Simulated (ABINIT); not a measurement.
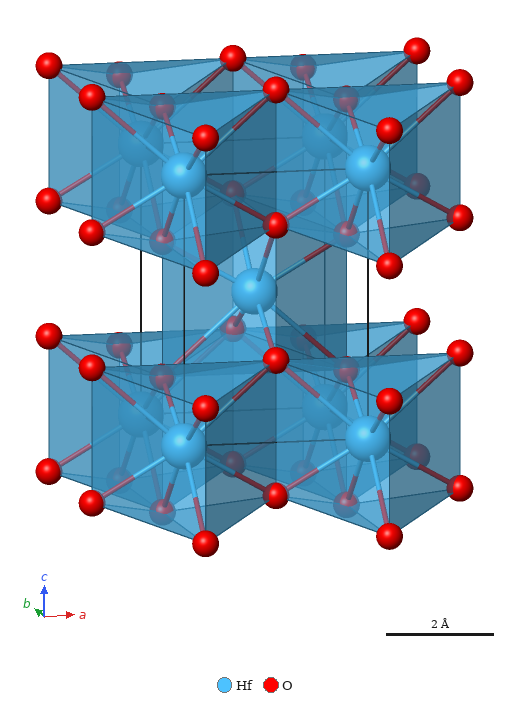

**Figure 1.** The structure as given in the input (polyhedral view of the cell of the calculation, seen slightly off an axis; polyhedra are completed across the faces of the cell).

**Single-point calculation of HfO2**

The run: single-point calculation of HfO2 (P4₂/nmc, 6 atoms in the cell). Method and program: Kohn-Sham DFT of a periodic cell, PBEsol, JTH PAW PBE v2.0, no spin polarisation (ABINIT 10.8.3).

The structure derives from a Materials Project entry.

Input file
```
# Pseudopotentials
pp_dirpath "./"
pseudos "Hf.GGA_PBE-JTH.xml, O.GGA_PBE-JTH.xml"

# Structure
acell 3*1.0
rprim
     6.7236820798     0.0000000000     0.0000000000
     0.0000000000     6.7236820798     0.0000000000
     0.0000000000     0.0000000000     9.7734012415
ntypat 2
znucl 72 8
natom 6
typat 1 1 2 2 2 2
xred
     0.0000000000     0.0000000000     0.0000000000
     0.5000000000     0.5000000000     0.5000000000
     0.0000000000     0.5000000000     0.1972078800
     0.5000000000     0.0000000000     0.3027921200
     0.5000000000     0.0000000000     0.8027921200
     0.0000000000     0.5000000000     0.6972078800

# Plane-wave basis
ecut 625.861884 eV
pawecutdg 45.0

# k points
kptopt 1
ngkpt 6 6 4
nshiftk 1
shiftk 0.0 0.0 0.0

# Exchange and correlation
ixc -116133

# Bands and occupations
nband 29
occopt 3
tsmear 0.05 eV

# SCF cycle
nstep 100
tolvrs 1.0e-9

# Output
iomode 3
prtwf 0
prteig 0
prtebands 0
enunit 2
prtden 1
prtvha 1
prtvclmb 1
prtpot 1
```

Run on 1 thread of Arm Neoverse V1, 24 GiB of memory available, shared host.

Command:
```bash
abinit run.abi > log 2>&1
```

What the program printed
```
.Version 10.8.3 of ABINIT
 Symmetries : space group P4_2/n m c (#137); Bravais tP (primitive tetrag.)
================================================================================
 Values of the parameters that define the memory need of the present run
     intxc =       0    ionmov =       0      iscf =      17    lmnmax =      18
     lnmax =       6     mgfft =      45  mpssoang =       3    mqgrid =    3001
     natom =       6  nloc_mem =       2    nspden =       1   nspinor =       1
    nsppol =       1      nsym =      16    n1xccc =       1    ntypat =       2
    occopt =       3   xclevel =       2
       mpw =        2346          nfft =       40500          nkpt =          30
 PAW method is used; the additional fine FFT grid is defined by:
   mgfftf=        60    nfftf =    121500
================================================================================
================================================================================

--------------------------------------------------------------------------------
------------- Echo of variables that govern the present computation ------------
--------------------------------------------------------------------------------
 -outvars: echo values of preprocessed input variables --------
            acell      1.0000000000E+00  1.0000000000E+00  1.0000000000E+00 Bohr
              amu      1.78490000E+02  1.59994000E+01
             ecut      2.30000000E+01 Hartree
           enunit           2
              ixc     -116133
         kptrlatt        6    0    0      0    6    0      0    0    4
          kptrlen      3.90936050E+01
            natom           6
            nband          29
            ngfft          30      30      45
          ngfftdg          45      45      60
             nkpt          30
            nstep         100
             nsym          16
           ntypat           2
           occopt           3
        pawecutdg      4.50000000E+01 Hartree
         pawxcdev           0
        prtebands           0
           prteig           0
           prtpot           1
         prtvclmb           1
           prtvha           1
            prtwf           0
            rprim      6.7236820798E+00  0.0000000000E+00  0.0000000000E+00
                       0.0000000000E+00  6.7236820798E+00  0.0000000000E+00
                       0.0000000000E+00  0.0000000000E+00  9.7734012415E+00
          spgroup         137
           tolvrs      1.00000000E-09
           tsmear      1.83746611E-03 Hartree
            typat      1  1  2  2  2  2
           useylm           1
           xangst      0.0000000000E+00  0.0000000000E+00  0.0000000000E+00
                       1.7790096638E+00  1.7790096638E+00  2.5859306033E+00
                       0.0000000000E+00  1.7790096638E+00  1.0199317842E+00
                       1.7790096638E+00  0.0000000000E+00  1.5659988191E+00
                       1.7790096638E+00  0.0000000000E+00  4.1519294223E+00
                       0.0000000000E+00  1.7790096638E+00  3.6058623874E+00
            xcart      0.0000000000E+00  0.0000000000E+00  0.0000000000E+00
                       3.3618410399E+00  3.3618410399E+00  4.8867006208E+00
                       0.0000000000E+00  3.3618410399E+00  1.9273917392E+00
                       3.3618410399E+00  0.0000000000E+00  2.9593088815E+00
                       3.3618410399E+00  0.0000000000E+00  7.8460095023E+00
                       0.0000000000E+00  3.3618410399E+00  6.8140923600E+00
             xred      0.0000000000E+00  0.0000000000E+00  0.0000000000E+00
                       5.0000000000E-01  5.0000000000E-01  5.0000000000E-01
                       0.0000000000E+00  5.0000000000E-01  1.9720788000E-01
                       5.0000000000E-01  0.0000000000E+00  3.0279212000E-01
                       5.0000000000E-01  0.0000000000E+00  8.0279212000E-01
                       0.0000000000E+00  5.0000000000E-01  6.9720788000E-01
            znucl       72.00000    8.00000

================================================================================

 chkinp: Checking input parameters for consistency.

================================================================================
== DATASET  1 ==================================================================

--- !DatasetInfo
iteration_state: {dtset: 1, }
dimensions: {natom: 6, nkpt: 30, mband: 29, nsppol: 1, nspinor: 1, nspden: 1, mpw: 2346, }
cutoff_energies: {ecut:  23.0, pawecutdg:  45.0, }
electrons: {nelect:   4.80000000E+01, charge:   0.00000000E+00, occopt:   3.00000000E+00, tsmear:   1.83746611E-03, }
meta: {optdriver: 0, ionmov: 0, optcell: 0, iscf: 17, paral_kgb: 0, }
...

 Real(R)+Recip(G) space primitive vectors, cartesian coordinates (Bohr,Bohr^-1):
 R(1)=  6.7236821  0.0000000  0.0000000  G(1)=  0.1487280  0.0000000  0.0000000
 R(2)=  0.0000000  6.7236821  0.0000000  G(2)=  0.0000000  0.1487280  0.0000000
 R(3)=  0.0000000  0.0000000  9.7734012  G(3)=  0.0000000  0.0000000  0.1023185
 Unit cell volume ucvol=  4.4183495E+02 bohr^3
 Angles (23,13,12)=  9.00000000E+01  9.00000000E+01  9.00000000E+01 degrees

 Coarse grid specifications (used for wave-functions):

 getcut: wavevector=  0.0000  0.0000  0.0000  ngfft=  30  30  45
         ecut(hartree)=     23.000   => boxcut(ratio)=   2.06674

 Fine grid specifications (used for densities):

 getcut: wavevector=  0.0000  0.0000  0.0000  ngfft=  45  45  60
         ecut(hartree)=     45.000   => boxcut(ratio)=   2.03298

--- Pseudopotential description ------------------------------------------------
- pspini: atom type   1  psp file is ./Hf.GGA_PBE-JTH.xml
 Pseudopotential format is: paw10
 basis_size (lnmax)=  6 (lmn_size= 18), orbitals=   0   0   1   1   2   2
 Spheres core radius: rc_sph= 2.41119446
 Shapefunction is SIN type: shapef(r)=[sin(pi*r/rshp)/(pi*r/rshp)]**2
 Radius for shape functions =  2.41119446
 Compensation charge density is not taken into account in XC energy/potential

- pspini: atom type   2  psp file is ./O.GGA_PBE-JTH.xml
 Pseudopotential format is: paw10
 basis_size (lnmax)=  4 (lmn_size=  8), orbitals=   0   0   1   1
 Spheres core radius: rc_sph= 1.41465230
 Shapefunction is SIN type: shapef(r)=[sin(pi*r/rshp)/(pi*r/rshp)]**2
 Radius for shape functions =  1.20231231
 Compensation charge density is not taken into account in XC energy/potential

   9.79319831E+03                                ecore*ucvol(ha*bohr**3)
--------------------------------------------------------------------------------

================================================================================

--- !BeginCycle
iteration_state: {dtset: 1, }
solver: {iscf: 17, nstep: 100, nline: 4, wfoptalg: 10, }
tolerances: {tolvrs: 1.00E-09, }
...

     iter   Etot(hartree)      deltaE(h)  residm     nres2
 ETOT  1  -161.47930386686    -1.615E+02 3.998E+00 1.087E+01
 ETOT  2  -165.12370326420    -3.644E+00 6.695E-02 2.632E+01
 ETOT  3  -165.28543740088    -1.617E-01 6.984E-02 8.178E+01
 ETOT  4  -165.10362466914     1.818E-01 1.177E-02 2.251E+01
 ETOT  5  -165.02499968154     7.862E-02 2.132E-02 3.062E-01
 ETOT  6  -165.03420696192    -9.207E-03 8.497E-03 2.133E-01
 ETOT  7  -165.03402617731     1.808E-04 4.307E-03 3.760E-02
 ETOT  8  -165.03416617468    -1.400E-04 2.336E-03 8.150E-02
 ETOT  9  -165.03396745796     1.987E-04 1.189E-03 4.854E-04
 ETOT 10  -165.03398153041    -1.407E-05 1.385E-03 1.330E-03
 ETOT 11  -165.03397948788     2.043E-06 6.112E-04 4.416E-05
 ETOT 12  -165.03397957690    -8.902E-08 5.597E-04 5.376E-06
 ETOT 13  -165.03397956989     7.005E-09 3.050E-04 1.747E-07
 ETOT 14  -165.03397957053    -6.342E-10 3.941E-04 2.074E-07
 ETOT 15  -165.03397957014     3.828E-10 2.128E-04 3.797E-10

 At SCF step   15       nres2   =  3.80E-10 < tolvrs=  1.00E-09 =>converged.

 Cartesian components of stress tensor (hartree/bohr^3)
  sigma(1 1)=  1.90892374E-05  sigma(3 2)=  0.00000000E+00
  sigma(2 2)=  1.90892374E-05  sigma(3 1)=  0.00000000E+00
  sigma(3 3)=  4.61682312E-05  sigma(2 1)=  0.00000000E+00

--- !ResultsGS
iteration_state: {dtset: 1, }
comment   : Summary of ground state results
lattice_vectors:
- [  6.7236821,   0.0000000,   0.0000000, ]
- [  0.0000000,   6.7236821,   0.0000000, ]
- [  0.0000000,   0.0000000,   9.7734012, ]
lattice_lengths: [   6.72368,    6.72368,    9.77340, ]
lattice_angles: [ 90.000,  90.000,  90.000, ] # degrees, (23, 13, 12)
lattice_volume:   4.4183495E+02
convergence: {deltae:  3.828E-10, res2:  3.797E-10, residm:  2.128E-04, diffor: null, }
etotal    :  -1.65033980E+02
entropy   :   0.00000000E+00
fermie    :   9.29527816E-02
cartesian_stress_tensor: # hartree/bohr^3
- [  1.90892374E-05,   0.00000000E+00,   0.00000000E+00, ]
- [  0.00000000E+00,   1.90892374E-05,   0.00000000E+00, ]
- [  0.00000000E+00,   0.00000000E+00,   4.61682312E-05, ]
pressure_GPa:  -8.2719E-01
xred      :
- [  0.0000E+00,   0.0000E+00,   0.0000E+00, Hf]
- [  5.0000E-01,   5.0000E-01,   5.0000E-01, Hf]
- [  0.0000E+00,   5.0000E-01,   1.9721E-01,  O]
- [  5.0000E-01,   0.0000E+00,   3.0279E-01,  O]
- [  5.0000E-01,   0.0000E+00,   8.0279E-01,  O]
- [  0.0000E+00,   5.0000E-01,   6.9721E-01,  O]
cartesian_forces: # hartree/bohr
- [ -0.00000000E+00,  -0.00000000E+00,  -1.23978370E-28, ]
- [ -0.00000000E+00,  -0.00000000E+00,   6.19891848E-29, ]
- [ -0.00000000E+00,  -0.00000000E+00,   1.94228375E-03, ]
- [ -0.00000000E+00,  -0.00000000E+00,  -1.94228375E-03, ]
- [ -0.00000000E+00,  -0.00000000E+00,  -1.94228375E-03, ]
- [ -0.00000000E+00,  -0.00000000E+00,   1.94228375E-03, ]
force_length_stats: {min:   6.19891848E-29, max:   1.94228375E-03, mean:   1.29485583E-03, }
...

 Integrated electronic density in atomic spheres:
 ------------------------------------------------
 Atom  Sphere_radius  Integrated_density
    1        2.41119          9.53299909
    2        2.41119          9.55730961
    3        1.41465          4.60695399
    4        1.41465          4.60769907
    5        1.41465          4.60695399
    6        1.41465          4.60769907

================================================================================

 ----iterations are completed or convergence reached----

 Mean square residual over all n,k,spin=   72.803E-08; max=  21.279E-05
 reduced coordinates (array xred) for    6 atoms
       0.000000000000      0.000000000000      0.000000000000
       0.500000000000      0.500000000000      0.500000000000
       0.000000000000      0.500000000000      0.197207880000
       0.500000000000      0.000000000000      0.302792120000
       0.500000000000      0.000000000000      0.802792120000
       0.000000000000      0.500000000000      0.697207880000
 rms dE/dt=  8.9485E-03; max dE/dt=  1.8983E-02; dE/dt below (all hartree)
    1       0.000000000000      0.000000000000      0.000000000000
    2       0.000000000000      0.000000000000     -0.000000000000
    3       0.000000000000      0.000000000000     -0.018982718424
    4       0.000000000000      0.000000000000      0.018982718424
    5       0.000000000000      0.000000000000      0.018982718424
    6       0.000000000000      0.000000000000     -0.018982718424

 cartesian coordinates (angstrom) at end:
    1      0.00000000000000     0.00000000000000     0.00000000000000
    2      1.77900966378662     1.77900966378662     2.58593060325212
    3      0.00000000000000     1.77900966378662     1.01993178418894
    4      1.77900966378662     0.00000000000000     1.56599881906318
    5      1.77900966378662     0.00000000000000     4.15192942231529
    6      0.00000000000000     1.77900966378662     3.60586238744106

 cartesian forces (hartree/bohr) at end:
    1     -0.00000000000000    -0.00000000000000    -0.00000000000000
    2     -0.00000000000000    -0.00000000000000     0.00000000000000
    3     -0.00000000000000    -0.00000000000000     0.00194228375110
    4     -0.00000000000000    -0.00000000000000    -0.00194228375110
    5     -0.00000000000000    -0.00000000000000    -0.00194228375110
    6     -0.00000000000000    -0.00000000000000     0.00194228375110
 frms,max,avg= 9.1560134E-04 1.9422838E-03   0.000E+00  0.000E+00  0.000E+00 h/b

 cartesian forces (eV/Angstrom) at end:
    1     -0.00000000000000    -0.00000000000000    -0.00000000000000
    2     -0.00000000000000    -0.00000000000000     0.00000000000000
    3     -0.00000000000000    -0.00000000000000     0.09987624617517
    4     -0.00000000000000    -0.00000000000000    -0.09987624617517
    5     -0.00000000000000    -0.00000000000000    -0.09987624617517
    6     -0.00000000000000    -0.00000000000000     0.09987624617517
 frms,max,avg= 4.7082114E-02 9.9876246E-02   0.000E+00  0.000E+00  0.000E+00 e/A
 length scales=  1.000000000000  1.000000000000  1.000000000000 bohr
              =  0.529177210544  0.529177210544  0.529177210544 angstroms
 Fermi (or HOMO) energy (hartree) =   0.09295   Average Vxc (hartree)=  -0.44448
 Eigenvalues (hartree) for nkpt=  30  k points:
 kpt#   1, nband= 29, wtk=  0.00694, kpt=  0.0000  0.0000  0.0000 (reduced coord)
  -2.24252   -2.24189   -1.10473   -1.09083   -1.09083   -1.08840   -1.08662   -1.08662
  -0.69196   -0.63121   -0.61723   -0.59503   -0.22906   -0.20709   -0.19959   -0.19959
  -0.12808   -0.12808   -0.07784   -0.07784   -0.05592   -0.03430   -0.03290   -0.03290
   0.14058    0.14181    0.18771    0.19648    0.20538
      occupation numbers for kpt#   1
   2.00000    2.00000    2.00000    2.00000    2.00000    2.00000    2.00000    2.00000
   2.00000    2.00000    2.00000    2.00000    2.00000    2.00000    2.00000    2.00000
   2.00000    2.00000    2.00000    2.00000    2.00000    2.00000    2.00000    2.00000
   0.00000    0.00000    0.00000    0.00000    0.00000
 prteigrs : prtvol=0 or 1, do not print more k-points.

 Fermi (or HOMO) energy (eV) =   2.52937   Average Vxc (eV)= -12.09504
 Eigenvalues (   eV  ) for nkpt=  30  k points:
 kpt#   1, nband= 29, wtk=  0.00694, kpt=  0.0000  0.0000  0.0000 (reduced coord)
 -61.02217  -61.00499  -30.06131  -29.68304  -29.68304  -29.61686  -29.56856  -29.56856
 -18.82923  -17.17602  -16.79569  -16.19149   -6.23310   -5.63523   -5.43099   -5.43099
  -3.48511   -3.48511   -2.11809   -2.11809   -1.52156   -0.93347   -0.89521   -0.89521
   3.82527    3.85895    5.10777    5.34642    5.58874
 prteigrs : prtvol=0 or 1, do not print more k-points.

--- !EnergyTerms
iteration_state     : {dtset: 1, }
comment             : Components of total free energy in Hartree
kinetic             :  4.10873335970836E+01
hartree             :  2.67524141505386E+01
xc                  : -2.96912178490583E+01
Ewald energy        : -1.34893080316828E+02
psp_core            :  2.21648338324643E+01
local_psp           : -5.50421980399685E+01
PAW spherical_terms : -3.54120560880723E+01
internal            : -1.65033970713841E+02
'-kT*entropy'       : -1.89092394136025E-15
total_energy        : -1.65033970713841E+02
total_energy_eV     : -4.49080312080224E+03
...

--- !EnergyTermsDC
iteration_state     : {dtset: 1, }
comment             : '"Double-counting" decomposition of free energy'
band_energy         : -2.99746912047024E+01
Ewald energy        : -1.34893080316828E+02
psp_core            :  2.21648338324643E+01
xc_dc               : -3.31243738163462E+01
PAW spherical_terms :  1.07933319352678E+01
internal            : -1.65033979570145E+02
'-kT*entropy'       : -1.89092394136025E-15
total_energy_dc     : -1.65033979570145E+02
total_energy_dc_eV  : -4.49080336179455E+03
...

--- !EnergyTermsWithPAWCore
iteration_state     : {dtset: 1, }
comment             : 'Components of total free energy, including PAW core contributions'
Total energy        : -3.04485274799536E+04
Total energy DC     : -3.04485274888099E+04
Total energy (eV)   : -8.28546641878384E+05
Total energy DC (eV): -8.28546642119377E+05
...

 Cartesian components of stress tensor (hartree/bohr^3)
  sigma(1 1)=  1.90892374E-05  sigma(3 2)=  0.00000000E+00
  sigma(2 2)=  1.90892374E-05  sigma(3 1)=  0.00000000E+00
  sigma(3 3)=  4.61682312E-05  sigma(2 1)=  0.00000000E+00

-Cartesian components of stress tensor (GPa)         [Pressure= -8.2719E-01 GPa]
- sigma(1 1)=  5.61624755E-01  sigma(3 2)=  0.00000000E+00
- sigma(2 2)=  5.61624755E-01  sigma(3 1)=  0.00000000E+00
- sigma(3 3)=  1.35831626E+00  sigma(2 1)=  0.00000000E+00

== END DATASET(S) ==============================================================
================================================================================

 -outvars: echo values of variables after computation  --------
            acell      1.0000000000E+00  1.0000000000E+00  1.0000000000E+00 Bohr
           etotal     -1.6503397957E+02
            fcart     -0.0000000000E+00 -0.0000000000E+00 -1.2397836950E-28
                      -0.0000000000E+00 -0.0000000000E+00  6.1989184751E-29
                      -0.0000000000E+00 -0.0000000000E+00  1.9422837511E-03
                      -0.0000000000E+00 -0.0000000000E+00 -1.9422837511E-03
                      -0.0000000000E+00 -0.0000000000E+00 -1.9422837511E-03
                      -0.0000000000E+00 -0.0000000000E+00  1.9422837511E-03
            rprim      6.7236820798E+00  0.0000000000E+00  0.0000000000E+00
                       0.0000000000E+00  6.7236820798E+00  0.0000000000E+00
                       0.0000000000E+00  0.0000000000E+00  9.7734012415E+00
           strten      1.9089237416E-05  1.9089237416E-05  4.6168231235E-05
                       0.0000000000E+00  0.0000000000E+00  0.0000000000E+00
           xangst      0.0000000000E+00  0.0000000000E+00  0.0000000000E+00
                       1.7790096638E+00  1.7790096638E+00  2.5859306033E+00
                       0.0000000000E+00  1.7790096638E+00  1.0199317842E+00
                       1.7790096638E+00  0.0000000000E+00  1.5659988191E+00
                       1.7790096638E+00  0.0000000000E+00  4.1519294223E+00
                       0.0000000000E+00  1.7790096638E+00  3.6058623874E+00
             xred      0.0000000000E+00  0.0000000000E+00  0.0000000000E+00
                       5.0000000000E-01  5.0000000000E-01  5.0000000000E-01
                       0.0000000000E+00  5.0000000000E-01  1.9720788000E-01
                       5.0000000000E-01  0.0000000000E+00  3.0279212000E-01
                       5.0000000000E-01  0.0000000000E+00  8.0279212000E-01
                       0.0000000000E+00  5.0000000000E-01  6.9720788000E-01
 Calculation completed.
```

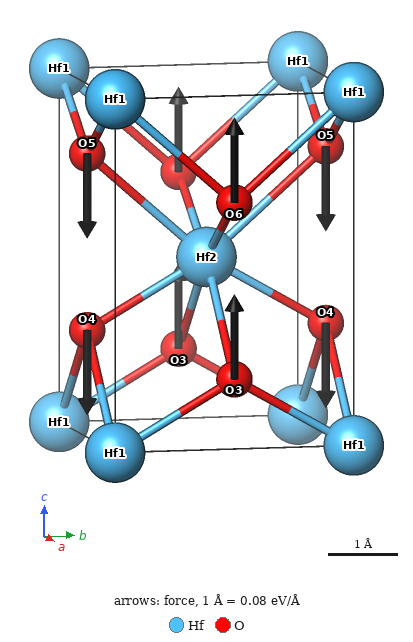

**Figure 2.** Forces on the atoms as black arrows (ball-and-stick view of the cell of the calculation, seen slightly off an axis; atoms are numbered from 1 in the order of the input). The largest act on all 4 O atoms (0.10 eV/Å). The geometry is not a stationary point of this energy.

Results in brief

```tsv
quantity	value
outcome	converged
space group (tolerance 0.01 Å)	P4₂/nmc (137)
electrons treated	48
free energy	−4490.8034 eV
Fermi energy	2.529 eV
gap on the k-point mesh	4.64 eV
pressure	−0.83 GPa
largest force (length of the vector)	0.100 eV/Å
wall time	1.9 min
peak memory	0.2 GiB
```

Spin–orbit coupling is left out, which matters for Hf.
